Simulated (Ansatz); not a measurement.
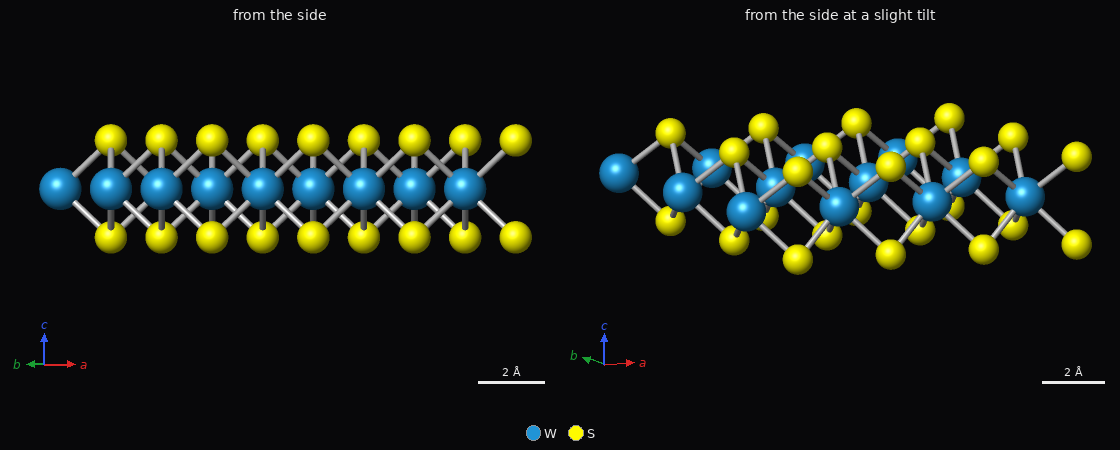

A ball-and-stick picture of a periodic sheet, seen from the side and from the side at a slight tilt. The surface normal points up in side views; the vacuum is left out. 4×3 cells are drawn in the plane, with atoms at the edges repeated.

The cell holds 1 W, 2 S.

What do the upper and lower surfaces expose?

Answer. The top face ends in S, the bottom face in S. The two faces are alike.

Estimate the thickness.

Answer. About 2.9 Å from the lowest to the highest atom.

State the number of planes and their content from above.

Answer. Three planes: S / W / S.

Describe the coordination and connectivity.

Answer. About every W there are six S in a distorted trigonal prismatic arrangement at about 2.3 to 2.4 Å. S is coordinated by three W in a trigonal pyramidal arrangement at about 2.3 to 2.4 Å. Not all metal-metal contacts are counted. The bonds build WS2 layers parallel to the surface.

The model was built from a structure listed in the Materials Project. The cell was then strained or its atoms displaced on purpose. It went into a calculation with Ansatz.

At this level of theory the run's own cell isn't at rest (compressed, at 8 GPa and forces up to 3.6 eV/Å), so its distances can differ from those at equilibrium, the more so the softer the solid.
